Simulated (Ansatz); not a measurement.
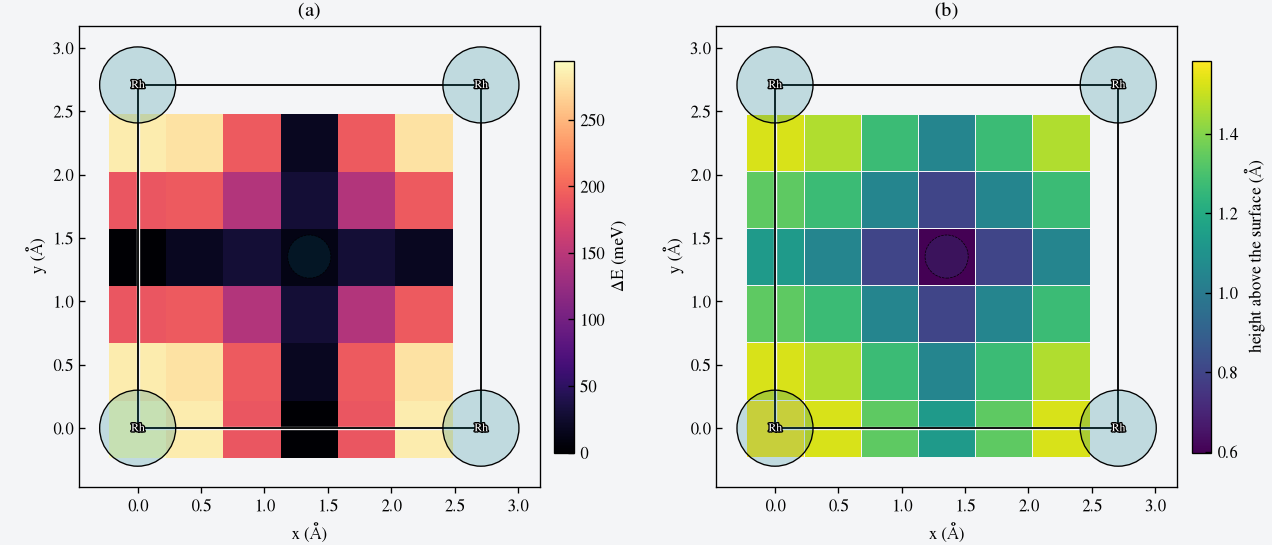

H on a Rh(100) slab cut from the Fm-3m phase, its upper half relaxed before the scan (12 atoms of substrate and one adsorbate in a 2 × 2 cell). H is moved over the surface cell; relaxed at each place: the height of the adsorbate's atoms; substrate rigid; the origin of the map has the adsorbate above Rh9. Places are given modulo a cell vector. The map is drawn in real space over the plane of the surface. The grid has 6 × 6 points; 10 points were computed and 26 follow by symmetry. Places are given in fractions of the 1 × 1 surface cell. Energies: meV, counted from the lowest grid point. Level of theory: Ansatz 0.2.0, DFT PBE, scalar-relativistic, plane waves, PAW. Settings: cutoff 420 eV, k-mesh 5×5×1, gaussian smearing 0.1 eV, no spin polarisation.

Panel (a) is the energy; panel (b) is the computed height above the surface, in Å.

The picture shows one coloured cell a grid point, labelled circles for the atoms of the top layer and small ones for the second layer, the outline of one cell of the plane.

Q: How does the height above the surface vary over the map, and what is it at the lowest grid point?

A: It runs from 0.60 Å at a fourfold hollow over a second-layer Rh atom, (3/6, 3/6) of the cell vectors to 1.58 Å at the top site over a surface Rh atom, (0/6, 0/6) of the cell vectors. At the lowest grid point, a bridge site between two Rh atoms, (0/6, 3/6) of the cell vectors, it is 1.13 Å.

PAW datasets: the set soft_1.
